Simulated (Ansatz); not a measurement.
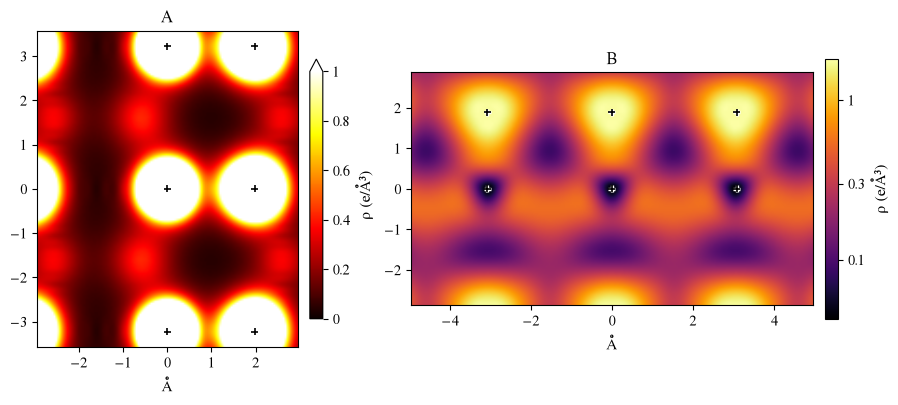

The valence pseudo-density of 2 systems, each on a plane through atoms (crosses mark nuclei in the plane).

Theory: DFT, r2SCAN, PAW with Ansatz's default frozen-core files, scalar-relativistic; relaxation of cell and atoms in Ansatz.

System 1: SiC, the (010) plane of the conventional cell. Space group P6₃mc.

```xyz
4
Lattice="3.0753 0.0000 0.0000 -1.5377 2.6633 0.0000 0.0000 0.0000 5.0482" Properties=species:S:1:pos:R:3 pbc="T T T"
Si    0.0000    1.7756    0.0232
Si    1.5377    0.8878    2.5473
C     0.0000    1.7756    1.9203
C     1.5377    0.8878    4.4445
```

System 2: ZnO, the (11̄0) plane of the conventional cell. Space group P6₃mc.

```
CELL_PARAMETERS angstrom
3.22832 0.00000 0.00000
-1.61416 2.79581 0.00000
0.00000 0.00000 5.19910
ATOMIC_POSITIONS crystal
Zn 0.33333 0.66667 0.49966
Zn 0.66667 0.33333 0.99966
O 0.66667 0.33333 0.37935
O 0.33333 0.66667 0.87935
```

**Match each panel to its system.**

Panel A is system 2, ZnO: the plane holds Zn and O. Zn–O (1.97 Å): ρ at the midpoint is about 0.61 e/Å³. Panel B is system 1, SiC: the plane holds Si and C. Si–C (1.90 Å): the density is about 0.88 e/Å³ at the midpoint.
